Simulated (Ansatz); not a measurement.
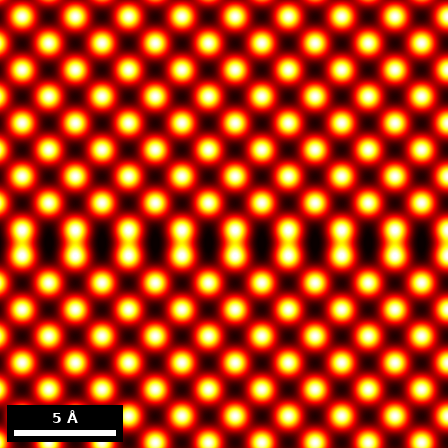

Z-contrast image of Cu (Fd-3m, No. 227) along [001]. Simulation: incoherent imaging, intensity Z^1.8 per atom, probe width 1.08 Å, thin sample. The probe carries 25 % of its weight in a tail 2.5 times as wide.

One planar defect was built into the perfect crystal by geometry alone, without relaxation. Host structure: coordinates from a relaxation with Ansatz, DFT, PBEsol, plane waves (420 eV) with PAW, scalar-relativistic; the starting structure was generated, so it need not be a known form of this composition.

Find the planar defect and say what kind it is.

Answer. A planar fault (a stacking fault) runs horizontally about 12 Å below the top edge. The part above it is shifted along the boundary by 1/2 of the 2.62 Å repeat of the rows (1.3 Å to the right, the same as to the left); both parts keep the same orientation.
